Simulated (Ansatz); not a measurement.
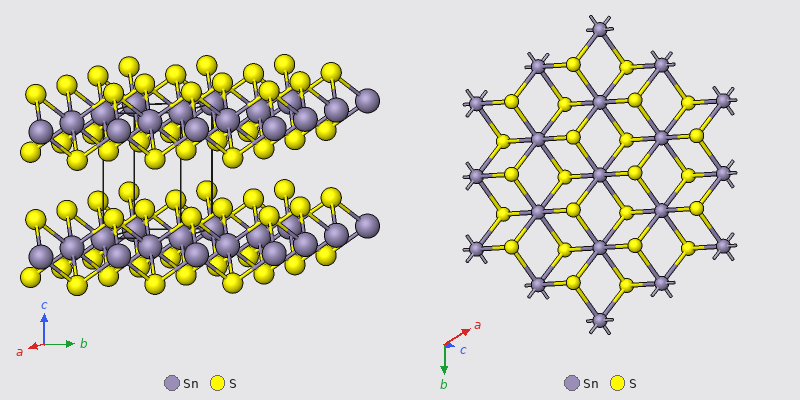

Left: the structure. Right: its underlying net. Nodes are coloured by element. One layer is drawn. Short stubs are edges that leave the cut-out.

System SnS₂ (space group P-3m1, No. 164); source of the atomic positions: coordinates from a relaxation in a fixed cell with DFT PBE+D3(BJ), scalar-relativistic, plane waves, PAW in Ansatz.

Bonds are taken as S–Sn below 2.9 Å. Atoms with one bond or none are removed and atoms with two bonds are replaced by edges, until no such atom is left.

The result is a binodal (3,6)-connected, two-periodic (layers) net: S is a 3-connected node; Sn is a 6-connected node, in the ratio 2:1. It is the kgd net, known from the layers of CdI2 (1T type). The layers lie parallel to (001).

```csv
node,links,point symbol,coordination sequence
S,3,4³,3 12 9 24 15 36 21 48
Sn,6,4⁶·6⁶·8³,6 6 18 12 30 18 42 24
```
